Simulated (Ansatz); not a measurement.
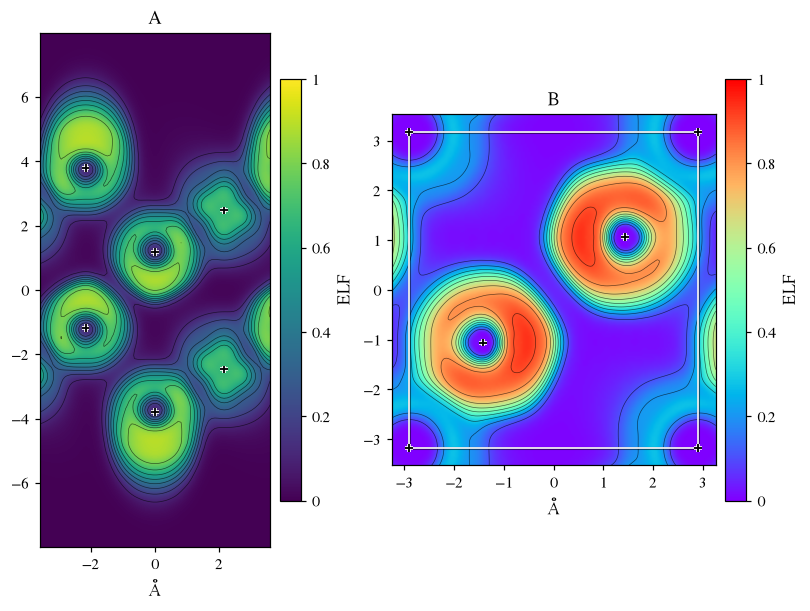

The ELF of 2 systems, each on a plane through atoms (crosses mark nuclei in the plane).

Computed with DFT PBE+D3(BJ), scalar-relativistic, plane waves, PAW in Ansatz.

System 1: PtSe2 (slab), the (110) plane of the calculation cell, a cut from vacuum to vacuum. 

```
CELL_PARAMETERS angstrom
3.73483 0.00000 0.00000
-1.86741 3.23446 0.00000
0.00000 0.00000 40.76811
ATOMIC_POSITIONS crystal
Se 0.66667 0.33333 0.40695
Pt 0.00000 0.00000 0.43935
Se 0.33333 0.66667 0.47097
Se 0.66667 0.33333 0.52903
Pt 0.00000 0.00000 0.56065
Se 0.33333 0.66667 0.59305
```

System 2: SnS2, the (110) plane of the conventional cell. Space group P-3m1.

```
Sn S
1.0
     3.66863    0.00000    0.00000
    -1.83431    3.17712    0.00000
     0.00000    0.00000    5.80963
Sn S
1 2
Direct
  0.00000 0.00000 0.00000
  0.33333 0.66667 0.25447
  0.66667 0.33333 0.74553
```

Question: Match each panel to its system.

Answer: Panel A is system 1, PtSe2: the plane holds Se and Pt. Pt–Se (2.51 Å): the ELF is about 0.50 at the midpoint. Panel B is system 2, SnS2: the plane holds Sn and S. Sn–S (2.58 Å): the ELF peaks at about 0.85 in the valence shell of S, 0.8 Å from its nucleus, and is about 0.55 at the midpoint.
